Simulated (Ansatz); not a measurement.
## What a change does: single-point calculation on Ti$_{3}$Si$_{2}$

System: Ti$_{3}$Si$_{2}$ (Pm-3m, 5 atoms in the cell).
Method of the first run: DFT PBE, scalar-relativistic, plane waves, PAW, no spin polarisation (Ansatz 0.2.0).

The structure was made by a generator, so it may or may not be a known phase. Text and figures count atoms from 1; the logs count them from 0 in places.

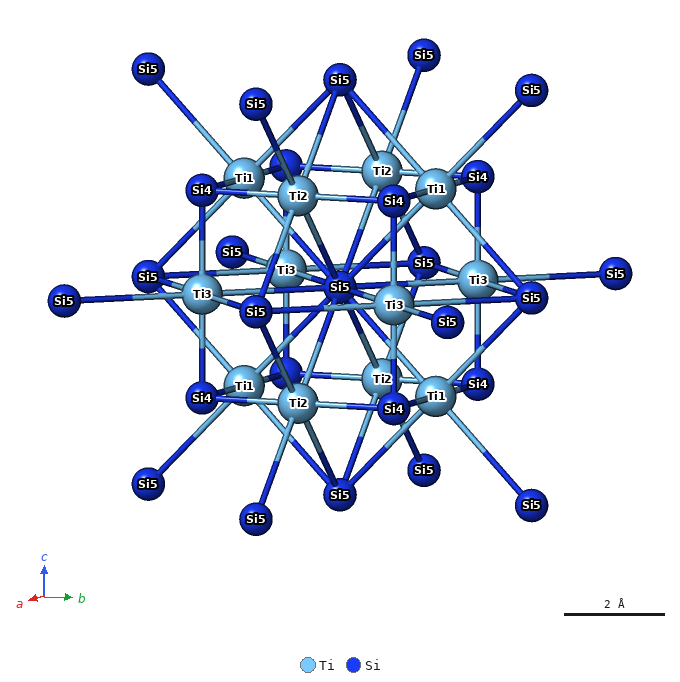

**Figure 1.** The input geometry (ball-and-stick view of the cell of the calculation, seen slightly off an axis; bonded neighbours outside the cell are drawn too; atoms are numbered from 1 in the order of the input).

## The input, the first run
```yaml
crystal:
  lattice:
    - [4.21430392, 0.0, 0.0]
    - [0.0, 4.21430392, 0.0]
    - [0.0, 0.0, 4.21430392]
  atoms:
    - { symbol: Ti, position: [0.5, 0.0, 0.0] }
    - { symbol: Ti, position: [0.0, 0.5, 0.0] }
    - { symbol: Ti, position: [0.0, 0.0, 0.5] }
    - { symbol: Si, position: [0.0, 0.0, 0.0] }
    - { symbol: Si, position: [0.5, 0.5, 0.5] }
basis:
  ecutwfc: 420
kpoints:
  mp_grid: { grid: [4, 4, 4] }
hamiltonian:
  xc: pbe
scf:
  occupations: { method: gaussian, width: 0.1 }
  lower_state_search: "off"
output:
  forces: true
  stress: true
  eigenvalues: true
```

Launched with:
```bash
ansatz run input.yaml --threads 1 --pin off --max-ram 2560MiB --backend cpu --events-out ev --progress --plain --runs-dir out
```

Hardware: 1 thread of Intel Xeon @ 2.50GHz (Skylake/Cascade Lake), 189 GiB of memory available, shared host.

## Output, shortened to warnings, some set-up lines, iterations and results (the first run)
```
Basis set: ecut = 420 eV, 1419 PW (Γ), exchange–correlation on 60×60×60 points (8 copies of the dense FFT grid, shifted against one another)
Symmetry: 48 space group operations
k-points: 10 of 64
Initial density: superposition of atomic densities (neutral atoms: chi_scale 0, normalization atom), corrected by the library's trained network
[...]
SCF iter   1: F=—  HF=-8767.727674 eV  |F-HF|=—  |Δ(HF+E_count)|=         —  Δρ=8.46e-3  dr2=1.13e-1  ethr=1.77e-3  ⟨swp⟩=4.5  Hψ=1090  notcnv=0
SCF iter   2: F=—  HF=-8767.706569 eV  |F-HF|=—  |Δ(HF+E_count)|=   2.11e-2  Δρ=4.49e-3  dr2=3.82e-2  ethr=2.56e-4  ⟨swp⟩=1.2  Hψ=353  notcnv=0
SCF iter   3: F=—  HF=-8767.696278 eV  |F-HF|=—  |Δ(HF+E_count)|=   1.03e-2  Δρ=7.94e-4  dr2=7.65e-4  ethr=8.68e-5  ⟨swp⟩=2.0  Hψ=356  notcnv=0  defer=2
SCF iter   4: F=—  HF=-8767.696101 eV  |F-HF|=—  |Δ(HF+E_count)|=   1.77e-4  Δρ=2.03e-4  dr2=3.12e-5  ethr=1.74e-6  ⟨swp⟩=2.0  Hψ=362  notcnv=0  defer=2
SCF iter   5: F=—  HF=-8767.695919 eV  |F-HF|=—  |Δ(HF+E_count)|=   1.82e-4  Δρ=6.08e-5  dr2=2.66e-6  ethr=7.08e-8  ⟨swp⟩=2.1  Hψ=358  notcnv=0
SCF iter   6: F=—  HF=-8767.695919 eV  |F-HF|=—  |Δ(HF+E_count)|=   5.01e-7  Δρ=2.20e-5  dr2=3.47e-7  ethr=6.04e-9  ⟨swp⟩=2.0  Hψ=454  notcnv=0
SCF iter   7: F=-8767.695919 eV  HF=-8767.695919 eV  |F-HF|=1.70e-9  |Δ(HF+E_count)|=   1.01e-7  Δρ=3.59e-6  dr2=5.45e-9  ethr=2.27e-10  ⟨swp⟩=7.5  Hψ=1091  notcnv=0
SCF 1 converged in 7 iterations: F = -8767.695919 eV  dr2 = 5.45e-9
SCF converged after 7 iterations
Free energy (F): -8767.695919 eV
Harris-Foulkes:  -8767.695919 eV  (|F-HF|=1.70e-9)
Internal energy: -8767.668175 eV  (E = F + TS)
E sigma→0 (E₀):  -8767.682047 eV
Entropy (-TS):   -0.027743 eV (-5.549 meV/atom)
Fermi energy:    13.275008 eV
--- Per-component energies (eV) ---
  E_band       = -419.436179
  E_kinetic    = 925.254681
  E_local      = -2977.128729  (includes V_loc(G=0)·N_el)
  E_nonlocal   = 83.839426
  E_hartree    = 1272.462170
  E_xc         = -412.294461
  E_vxc        = -471.881406  (∫ρ·V_xc dr)
  E_paw        = -4173.142898  (= ΣΔE_a)
  E_vpaw       = -524.445079  (= ΣTr[D̂ρ^β])
  E_aug_tail   = 0.000358  (compensation charges beyond the density's cutoff)
  E_ewald      = -3486.658722
  E_smearing   = -0.027743  (= −TS)
  E_closure    = 0.000000  (closes the sum)
  Σ components = -8767.695919   (vs F -8767.695919, Δ=0.00e0)
--- Forces (eV/Å), atoms counted from 1 ---
  atom   1  Ti    -0.00000000    -0.00000000     0.00000000
  atom   2  Ti     0.00000000    -0.00000000     0.00000000
  atom   3  Ti     0.00000000     0.00000000     0.00000000
  atom   4  Si    -0.00000000     0.00000000    -0.00000000
  atom   5  Si     0.00000000     0.00000000     0.00000000
  max |Σ_I F_I| component: 4.06e-29 eV/Å
--- Stress (GPa, compression-positive) ---
       33.497703      -0.000000       0.000000
        0.000000      33.497703      -0.000000
        0.000000       0.000000      33.497703
  P = ⅓ Tr σ = 33.4977 GPa (334.977 kbar)
```

The input of the second run differs as follows (lines with − go, lines with + come):
```diff
-    - [4.21430392, 0.0, 0.0]
-    - [0.0, 4.21430392, 0.0]
-    - [0.0, 0.0, 4.21430392]
+    - [4.5510363094, 0.0, 0.0]
+    - [0.0, 4.5510363094, 0.0]
+    - [0.0, 0.0, 4.5510363094]
-    - { symbol: Ti, position: [0.5, 0.0, 0.0] }
-    - { symbol: Ti, position: [0.0, 0.5, 0.0] }
-    - { symbol: Ti, position: [0.0, 0.0, 0.5] }
+    - { symbol: Ti, position: [0.5, 0.0, 0.0], spin: 1.0 }
+    - { symbol: Ti, position: [0.0, 0.5, 0.0], spin: 1.0 }
+    - { symbol: Ti, position: [0.0, 0.0, 0.5], spin: 1.0 }
+  populations: true
+magnetization:
+  spin_polarized: true
```

How does the second run compare with the first run?

With the same functional and potentials, the second run lies 336.7 meV per atom lower. The pressure goes from 33.50 to 0.05 GPa. The volume per atom goes from 14.97 to 18.85 Å³. With spin allowed, the absolute moment of the cell comes to 0.26 μB. The SCF takes 18 iterations against 7. The plane waves at Γ go from 1419 to 1839. On the same kind of shared host the second run took about 3.4 times as long. The two runs start from different initial densities, which also moves the count.

## Output, shortened to warnings, some set-up lines, iterations and results (the second run)
```
Basis set: ecut = 420 eV, 1839 PW (Γ), exchange–correlation on 64×64×64 points (8 copies of the dense FFT grid, shifted against one another)
Symmetry: 48 space group operations
k-points: 10 of 64
Initial density: superposition of atomic densities (chi_scale 0.1, normalization cell)
[...]
SCF iter   1: F=—  HF=-8771.880082 eV  |F-HF|=—  |Δ(HF+E_count)|=         —  Δρ=5.52e-2 (↑5.52e-2 ↓3.46e-2)  dr2=9.81e0  dr2_m=8.98e-1  M=1.340 μB ∫|m|=1.411 μB  β_m=0.30  …
SCF iter   2: F=—  HF=-8770.553294 eV  |F-HF|=—  |Δ(HF+E_count)|=    1.33e0  Δρ=3.60e-2 (↑3.60e-2 ↓2.77e-2)  dr2=4.97e0  dr2_m=4.75e-1  M=1.283 μB ∫|m|=1.357 μB  β_m=0.30  …
SCF iter   3: F=—  HF=-8769.348690 eV  |F-HF|=—  |Δ(HF+E_count)|=    1.20e0  Δρ=2.33e-2 (↑1.25e-2 ↓2.33e-2)  dr2=3.96e-1  dr2_m=2.44e-1  M=1.185 μB ∫|m|=1.298 μB  β_m=0.30  …
SCF iter   4: F=—  HF=-8769.309346 eV  |F-HF|=—  |Δ(HF+E_count)|=   3.93e-2  Δρ=1.74e-2 (↑1.74e-2 ↓1.21e-2)  dr2=5.49e-2  dr2_m=1.81e-1  M=1.017 μB ∫|m|=1.127 μB  β_m=0.30  …
SCF iter   5: F=—  HF=-8769.326416 eV  |F-HF|=—  |Δ(HF+E_count)|=   1.71e-2  Δρ=1.18e-2 (↑1.18e-2 ↓1.13e-2)  dr2=1.45e-2  dr2_m=1.11e-1  M=0.929 μB ∫|m|=1.037 μB  β_m=0.30  …
[... 9 lines ...]
SCF iter  15: F=—  HF=-8769.379622 eV  |F-HF|=—  |Δ(HF+E_count)|=   1.31e-5  Δρ=2.45e-5 (↑2.45e-5 ↓2.19e-5)  dr2=5.02e-8  dr2_m=4.56e-7  M=0.262 μB ∫|m|=0.282 μB  β_m=0.99  …
SCF iter  16: F=-8769.379625 eV  HF=-8769.379625 eV  |F-HF|=2.69e-8  |Δ(HF+E_count)|=   3.08e-6  Δρ=8.64e-6 (↑8.64e-6 ↓8.38e-6)  dr2=2.74e-8  dr2_m=5.83e-8  M=0.250 μB …
SCF iter  17: F=-8769.379626 eV  HF=-8769.379626 eV  |F-HF|=7.28e-10  |Δ(HF+E_count)|=   3.53e-7  Δρ=1.07e-6 (↑9.55e-7 ↓1.07e-6)  dr2=9.86e-10  dr2_m=7.20e-10  M=0.245 μB …
SCF iter  18: F=-8769.379626 eV  HF=-8769.379626 eV  |F-HF|=6.91e-11  |Δ(HF+E_count)|=   7.90e-9  Δρ=2.50e-7 (↑2.26e-7 ↓2.50e-7)  dr2=2.89e-11  dr2_m=4.38e-11  M=0.244 μB …
SCF 1 converged in 18 iterations: F = -8769.379626 eV  dr2 = 2.89e-11
SCF converged after 18 iterations
Magnetization: 0.2443 μB (22.1221 up, 21.8779 down)
Absolute magnetization: 0.2626 μB (∫|ρ↑−ρ↓|, with the PAW one-centre terms)
Spin contamination: 0.0007 ħ² per cell (⟨S²⟩ above its minimum at these occupations)
Per-site moments (μB) at R_I (Å): [(0.05259358019512113, 0.9386512388137499), (0.052593580195121246, 0.9386512388137499), (0.052593580195121094, 0.9386512388137499), (-0.00220486446009997, 0.9386512388137499), (-0.0064698793895076835, 1.3274533122687122)]
Free energy (F): -8769.379626 eV
Harris-Foulkes:  -8769.379626 eV  (|F-HF|=6.91e-11)
Internal energy: -8769.345770 eV  (E = F + TS)
E sigma→0 (E₀):  -8769.362698 eV
Entropy (-TS):   -0.033856 eV (-6.771 meV/atom)
Fermi energy:    10.124406 eV
--- Per-component energies (eV) ---
  E_band       = -564.218228
  E_kinetic    = 897.275277
  E_local      = -3328.451127  (includes V_loc(G=0)·N_el)
  E_nonlocal   = 79.905180
  E_hartree    = 1382.333259
  E_xc         = -402.377999
  E_vxc        = -458.653450  (∫ρ·V_xc dr)
  E_paw        = -4169.350813  (= ΣΔE_a)
  E_vpaw       = -518.960847  (= ΣTr[D̂ρ^β])
  E_aug_tail   = 0.000368  (compensation charges beyond the density's cutoff)
  E_ewald      = -3228.679914
  E_smearing   = -0.033856  (= −TS)
  E_closure    = -0.000000  (closes the sum)
  Σ components = -8769.379626   (vs F -8769.379626, Δ=0.00e0)
--- Forces (eV/Å), atoms counted from 1 ---
  atom   1  Ti    -0.00000000    -0.00000000     0.00000000
  atom   2  Ti     0.00000000     0.00000000    -0.00000000
  atom   3  Ti     0.00000000     0.00000000    -0.00000000
  atom   4  Si     0.00000000     0.00000000     0.00000000
  atom   5  Si     0.00000000     0.00000000     0.00000000
  max |Σ_I F_I| component: 4.40e-29 eV/Å
--- Stress (GPa, compression-positive) ---
        0.050232      -0.000000       0.000000
       -0.000000       0.050232       0.000000
        0.000000       0.000000       0.050232
  P = ⅓ Tr σ = 0.0502 GPa (0.502 kbar)
--- Löwdin populations: 5 sites ---
  site symbol       q [e]    m [muB]
     0     Ti     11.4610     0.0845
     1     Ti     11.4610     0.0845
     2     Ti     11.4610     0.0845
     3     Si      4.5065    -0.0076
     4     Si      4.6825    -0.0116
  spilling = 0.009725 (of n_electrons = 44.000000)
```

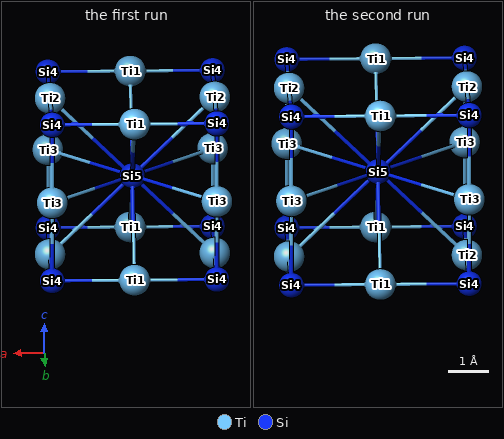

**Figure 2.** The two input geometries at one scale (ball-and-stick view of the cell of the calculation, seen at an oblique angle). No atom moves by more than 0.005 Å relative to the cell. Cell: a = b = c 4.214 → 4.551 Å (+8.0 %). Volume +25.9 %. Among the contacts that change: Ti1–Si5 2.980 → 3.218 Å, Ti1–Si4 2.107 → 2.276 Å.

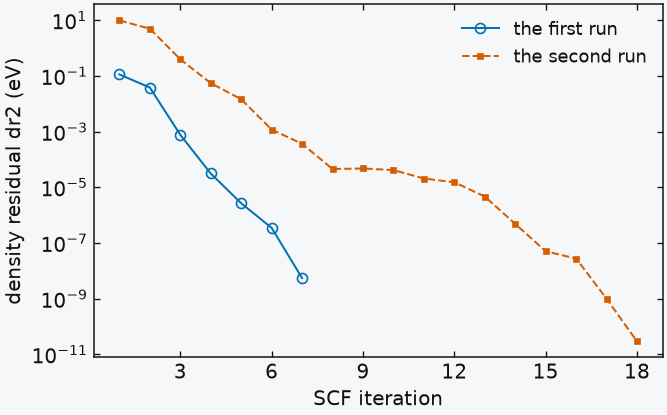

**Figure 3.** Convergence of the two runs: density residual dr2 against the SCF iteration. The first run takes 7 iterations in all, and the second run takes 18.

## The two runs side by side

| quantity | the first run | the second run |
| --- | --- | --- |
| outcome | converged | converged |
| free energy per atom (eV) | −1753.5392 | −1753.8759 |
| energy per atom, smearing taken to zero (eV) | −1753.5364 | −1753.8725 |
| gap on the mesh (eV) | 0.00 | 0.00 |
| pressure (GPa) | 33.50 | 0.05 |
| volume per atom (Å³) | 14.97 | 18.85 |
| largest force (eV/Å) | 0.000 | 0.000 |
| SCF iterations | 7 | 18 |
| irreducible k-points | 10 | 10 |
| plane waves at Γ | 1419 | 1839 |
| net moment of the cell (μB) | – | 0.24 |
| absolute moment of the cell (μB) | – | 0.26 |
| wall time (shared host) | 6.1 s | 21 s |

For the first run: The cell is under a pressure of 33 GPa at this level, so it is not at its equilibrium volume.
